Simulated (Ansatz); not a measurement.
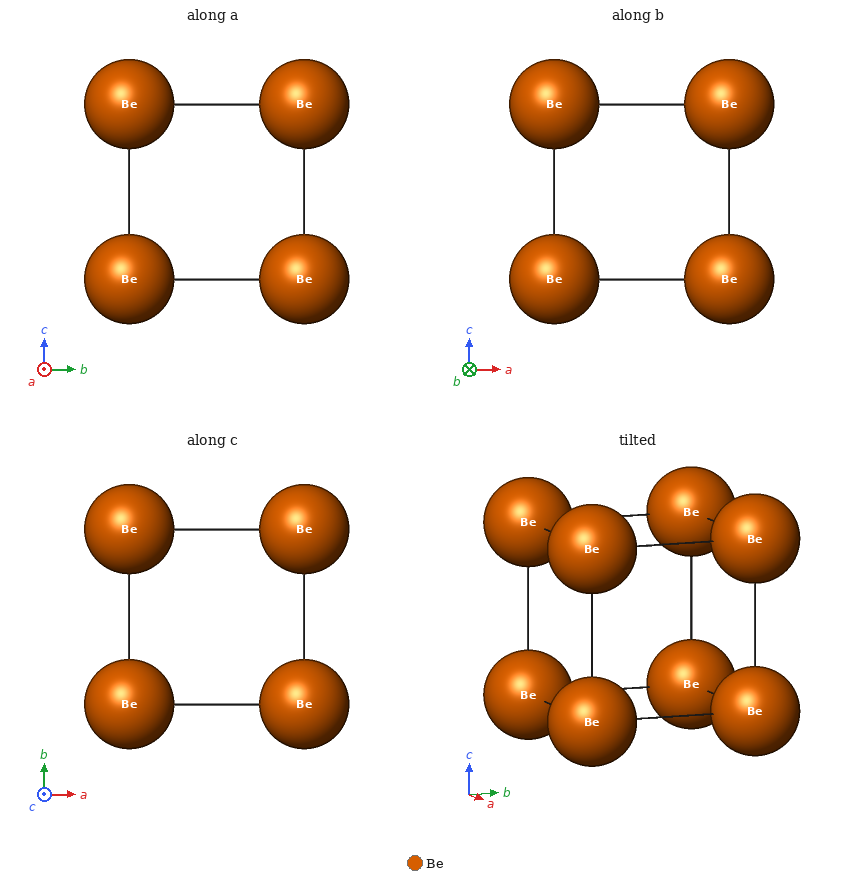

Drawn in the spheres-only manner and seen along the a axis, along the b axis, along the c axis and slightly off an axis. The wireframe shows the conventional unit cell.

Lattice parameters: a = 2.1001 Å, b = 2.1001 Å, c = 2.1001 Å, α = 90.000°, β = 90.000°, γ = 90.000°.

Give the structure in the form of a CIF in P1 with every atom of the cell.

Answer.
```cif
data_structure
_symmetry_space_group_name_H-M 'P 1'
_symmetry_Int_Tables_number 1
_cell_length_a 2.1001
_cell_length_b 2.1001
_cell_length_c 2.1001
_cell_angle_alpha 90.000
_cell_angle_beta 90.000
_cell_angle_gamma 90.000
_cell_volume 9.26
loop_
_atom_site_label
_atom_site_type_symbol
_atom_site_fract_x
_atom_site_fract_y
_atom_site_fract_z
_atom_site_occupancy
Be1 Be 0.0000 0.0000 0.0000 1
```

It goes back to a structure type filled with this element by a generator (whether the element takes this form wasn't checked). Earlier steps of the study may have refined or changed the cell and positions. It was run through Ansatz as a DFT input.

At this level of theory the cell isn't at rest (compressed, at 12 GPa), so its distances can differ from those at equilibrium, the more so the softer the solid.
